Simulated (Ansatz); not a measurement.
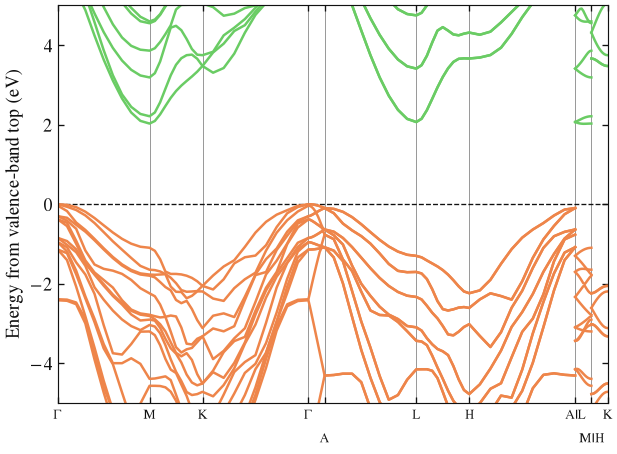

Band structure. Energies are counted from the top of the valence band.

Question: Which system does the plot belong to?
A. SiC, space group P6_3mc, 12 atoms in the cell; PBE
B. PtS₂, space group P-3m1, 3 atoms in the cell; PBEsol
C. Si₂Ni, space group Fm-3m (No. 225), 3 atoms in the cell; PBEsol, no spin polarisation

Answer: A. The bands leave a gap. The gap along this path is 2.02 eV and indirect, from the valence-band top at Γ to the conduction-band bottom between L and M; the smallest direct gap is 3.13 eV, at M. Two bands meet at the valence-band top at Γ: it is doubly degenerate (spin aside). The next level lies only 0.04 eV lower. The direct gaps are 5.53 eV at K, 3.13 eV at M and 3.37 eV at L. A hexagonal (primitive) lattice: the path Γ–M–K–Γ–A–L–H–A|L–M|H–K runs through the special points of its Brillouin zone.

Ansatz; DFT PBE, scalar-relativistic, plane waves, PAW, no spin polarisation, 12×12×2 k mesh, Gaussian smearing of 0.02 eV.
